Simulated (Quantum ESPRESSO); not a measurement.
**A series of single points on Si**

System: Si (I4/mmm, 1 atom in the cell).
Method: Kohn-Sham DFT of a periodic cell, PBE, SSSP 1.3 efficiency PBE, no spin polarisation (Quantum ESPRESSO 7.5).

The 7 runs differ only in the geometry, by an even scaling of the cell at fixed fractional positions. The structure derives from a Materials Project entry.

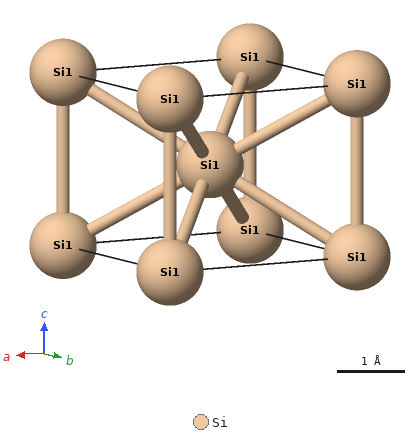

Figure 1. The structure of run 4 (ball-and-stick view of the cell 2 times as large as that of the calculation, set on its symmetry axes, seen at an oblique angle; atoms are numbered from 1 in the order of the input).

## Input of run 4
```
&CONTROL
  calculation = 'scf'
  prefix = 'pwscf'
  outdir = './tmp'
  pseudo_dir = './pseudo'
  tprnfor = .true.
  tstress = .true.
  disk_io = 'nowf'
/
&SYSTEM
  ibrav = 0
  nat = 1
  ntyp = 1
  ecutwfc = 55
  ecutrho = 440
  nbnd = 7
  occupations = 'smearing'
  smearing = 'fd'
  degauss = 0.00367493
/
&ELECTRONS
  conv_thr = 2d-10
  electron_maxstep = 120
  mixing_beta = 0.5
/
ATOMIC_SPECIES
Si    28.0850 Si.pbe-n-rrkjus_psl.1.0.0.UPF
CELL_PARAMETERS angstrom
  -1.6269149300    1.6269149300    1.3203298500
   1.6269149300   -1.6269149300    1.3203298500
   1.6269149300    1.6269149300   -1.3203298500
ATOMIC_POSITIONS crystal
Si     0.0000000000    0.0000000000    0.0000000000
K_POINTS automatic
13 13 13 0 0 0
```

Command:
```bash
OMP_NUM_THREADS=1 pw.x -in pw.in > pw.out
```

Lattice vectors (Å) and fractional positions of run 4:
```
  -1.626915    1.626915    1.320330
   1.626915   -1.626915    1.320330
   1.626915    1.626915   -1.320330
Si  0.000000  0.000000  0.000000
```

Run 6 differs from it as follows:
```diff
-  -1.6269149300    1.6269149300    1.3203298500
-   1.6269149300   -1.6269149300    1.3203298500
-   1.6269149300    1.6269149300   -1.3203298500
+  -1.6483241605    1.6483241605    1.3377046037
+   1.6483241605   -1.6483241605    1.3377046037
+   1.6483241605    1.6483241605   -1.3377046037
```

## Results, with one run withheld

```csv
run,volume per atom (Å³),"free energy per atom, from the lowest run given (meV)",pressure (GPa)
1,13.140,41.36,10.99
2,13.420,24.65,8.22
3,13.699,12.45,5.78
4,13.979,4.36,3.52
5,14.258,0.00,1.50
6,14.538,?,?
7,14.818,0.62,−1.74
```

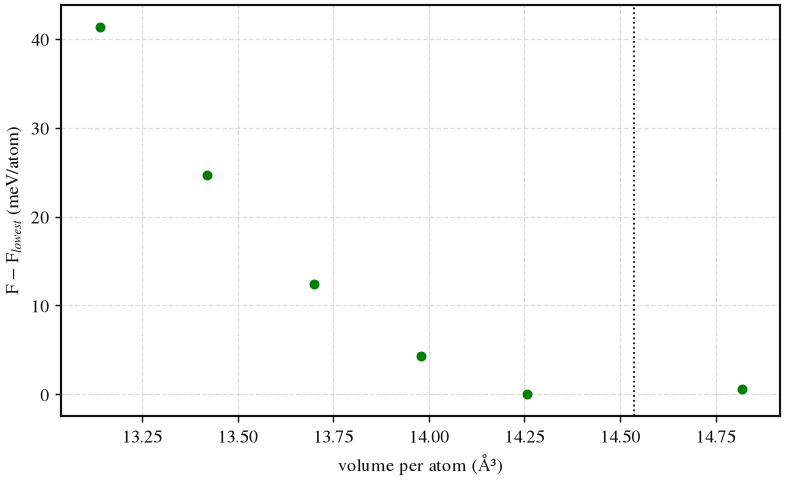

Figure 2. Free energy per atom of the runs given; the dotted line marks run 6.

Estimate the energy of run 6 from the others.

A cubic polynomial in V^(−2/3) (the Birch–Murnaghan form), fitted to the 6 runs given, misses them by at most 0.04 meV per atom. With x = V^(−2/3) − 0.17325 Å⁻², it reads F = 7.1495 + 3294.7 x + 3.2848e+05 x² + 6.6425e+05 x³ (meV per atom). At run 6 it gives −1.17 meV per atom, and the run itself gives −1.09. The slope of the fit gives a pressure −dF/dV of −0.22 GPa there, and the run prints −0.22 GPa. The fit has its minimum at 14.502 Å³ per atom, where V d²F/dV² gives 88.4 GPa. Cell shape and fractional positions are held, so this is the stiffness under even scaling; the relaxed bulk modulus wasn't computed.

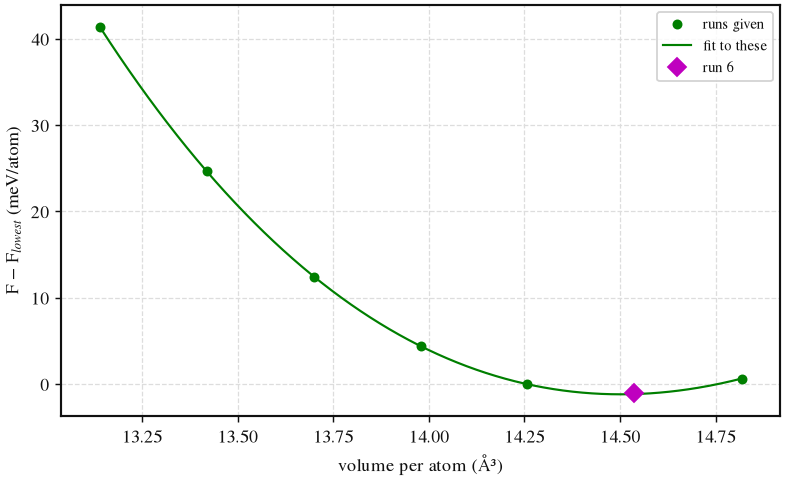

Figure 3. The fit and the withheld run.

## Some lines of the output (run 6)
```
[...]
     unit-cell volume          =      98.1075 (a.u.)^3
     number of k points=   196  Fermi-Dirac smearing, width (Ry)=  0.0037
     total energy              =     -11.38410657 Ry
     total energy              =     -11.38394882 Ry
     total energy              =     -11.38398447 Ry
     total energy              =     -11.38398492 Ry
     total energy              =     -11.38398494 Ry
     the Fermi energy is    10.5658 ev
!    total energy              =     -11.38398494 Ry
     The total energy is F=E-TS. E is the sum of the following terms:
     Computing stress (Cartesian axis) and pressure
          total   stress  (Ry/bohr**3)                   (kbar)     P=       -2.18
```
